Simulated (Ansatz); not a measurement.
# Calculations on TaC and related structures

### Relaxation

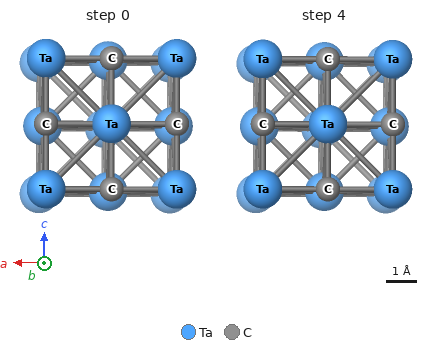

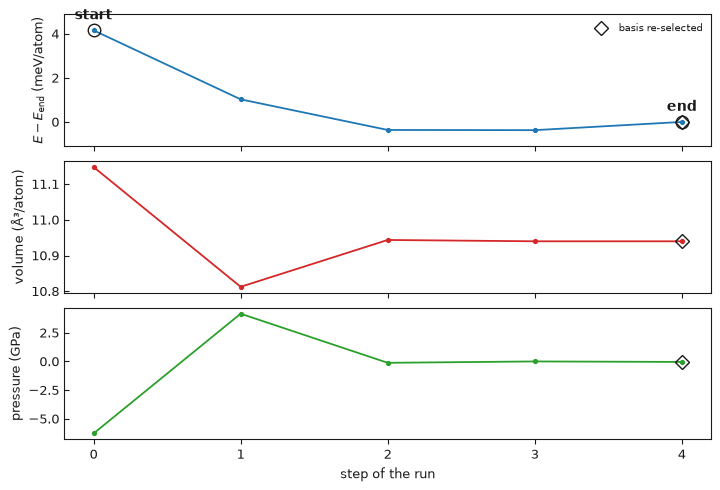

First and last geometry of a relaxation of a crystal of TaC (set up in Fm-3m), with the history of the run. A ball-and-stick model of the conventional cell (4 times the calculation's cell), seen from a free direction. Lengths and directions refer to the drawn axes.

Theory: DFT PBEsol, scalar-relativistic, plane waves, PAW (Ansatz 0.2.0).

Input file:
```yaml
crystal:
  lattice:
    - [0.0, 2.233897694, 2.233897694]
    - [2.233897694, 0.0, 2.233897694]
    - [2.233897694, 2.233897694, 0.0]
  atoms:
    - { symbol: Ta, position: [0.0, 0.0, 0.0] }
    - { symbol: C, position: [0.5, 0.5, 0.5] }
basis:
  ecutwfc: 420
kpoints:
  mp_grid: { grid: [16, 16, 16] }
hamiltonian:
  xc: pbesol
scf:
  occupations: { method: gaussian, width: 0.1 }
output:
  forces: true
  stress: true
  eigenvalues: true
  write_density: true
  write_potential: true
  elf: true
  volumetric_format: npy
relax:
  adjacent_minimum: "off"
  f_tol: 0.005
  max_steps: 80
  cell: { stress_tol: 0.05 }
```

Launched with:
```bash
ansatz run input.yaml --threads 4 --pin off --max-ram 10240MiB --backend cpu --events-out ev --progress --plain --runs-dir out
```

Did the run converge, and what did it change?

It converged. No atom moves by more than 0.005 Å relative to the cell. Cell: a = b = c 4.468 → 4.440 Å (−0.6 %). Volume −1.9 %. Among the contacts that change: Ta1–Ta1 3.159 → 3.139 Å, Ta1–C2 2.234 → 2.220 Å. The space group stays Fm-3m (No. 225). The energy falls by 4.2 meV per atom in 3 accepted moves (4 points after the start). All forces vanish by symmetry, so only the cell relaxes. Pressure: −6.28 GPa at the start and −0.04 GPa at the end. At 1 point the geometry stayed and the basis and grid were re-selected for the new cell (energy shift of 0.4 meV per atom at most each time).

### Relaxation

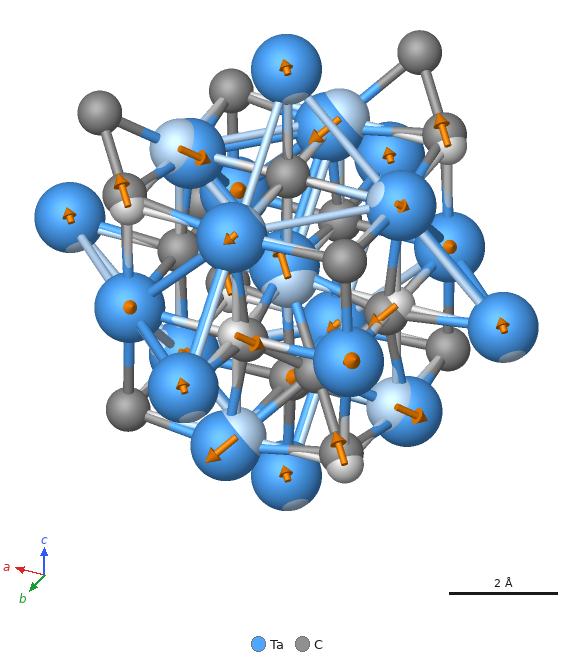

This is a relaxation of a defect cell of composition Ta₈C₉ (coarse preliminary run). The starting structure is drawn faded, the final one solid; orange arrows show the displacements, magnified 3 times.

The picture is a ball-and-stick view of the atoms within 5.0 Å of the atom that moves most (axes of the conventional cell (4 times the calculation's cell)), seen from a free direction. Lengths and directions refer to the drawn axes.

Case: C interstitial, charge +0, atoms relaxed at the host's cell.

These are results of DFT PBE, scalar-relativistic, plane waves, PAW in Ansatz, not measurements. (plane-wave cutoff 420 eV; k-point mesh 1 × 1 × 1; occupations gaussian; smearing width 0.1 eV; no spin polarisation; atoms relaxed in a fixed cell; force threshold 0.025 eV/Å; at most 45 steps)

**Describe the change and its energy.**

Over 8 geometry steps the energy falls by 5.343 eV per cell of the calculation. The largest force component goes from 4.5 to 0.0067 eV/Å. The largest moves, 0.26 Å, are those of Ta atoms. Largest moves by element: Ta 0.26 Å, C 0.23 Å. The cell doesn't change. Among the contacts that change: Ta–Ta 3.165 → 3.583 Å, Ta–Ta 3.165 → 2.746 Å, C–Ta 1.938 → 2.194 Å, C–C 1.938 → 1.704 Å. Bond angles that change, for instance: Ta–C–Ta 180.0° → 163.0°, Ta–C–Ta 90.0° → 103.2°, Ta–C–Ta 90.0° → 79.8°.

Limits of the set-up: the periodic images lie only 6.3 Å apart, so the values are limited by the cell's size.

### Defect

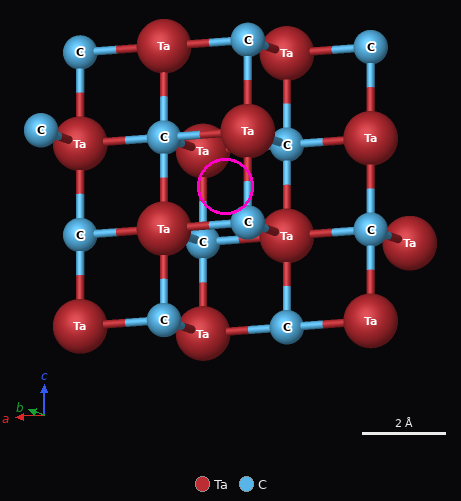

Perfect TaC. A ball-and-stick model of the atoms within 5.1 Å of one point, in a slice 3.4 Å thick across the line of sight, seen from a free direction.

Level of theory: Ansatz 0.2.0, DFT PBE, scalar-relativistic, plane waves, PAW. Settings: plane-wave cutoff 420 eV; k-point mesh 1 × 1 × 1; occupations gaussian; smearing width 0.1 eV; no spin polarisation. The cell is small and the k-mesh coarse, so the numbers are rough. The axes drawn are those of the host's conventional cell.

An extra carbon atom is put between the host's atoms (an interstitial) at the ringed place, in charge state 0. The supercell has 16 sites, and the atoms are relaxed at the host's cell.

Predict the relaxed surroundings of the defect.

Answer. The C atom starts with 4 C at 1.94 Å, 4 Ta at 1.94 Å around its place and ends with 4 C at 1.70 Å. Of the host's atoms, a tantalum atom moves furthest from its site, by 0.26 Å. Relaxing the atoms from the host's sites lowers the energy by 5.34 eV. At a tolerance of 0.02 Å the relaxed supercell has space group F-43m.

The relaxed defect, seen from the same direction:

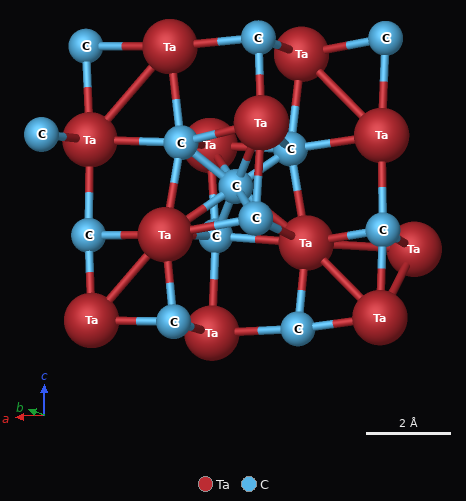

Limits of the set-up: the k-point mesh is coarse for a cell with partly filled bands.
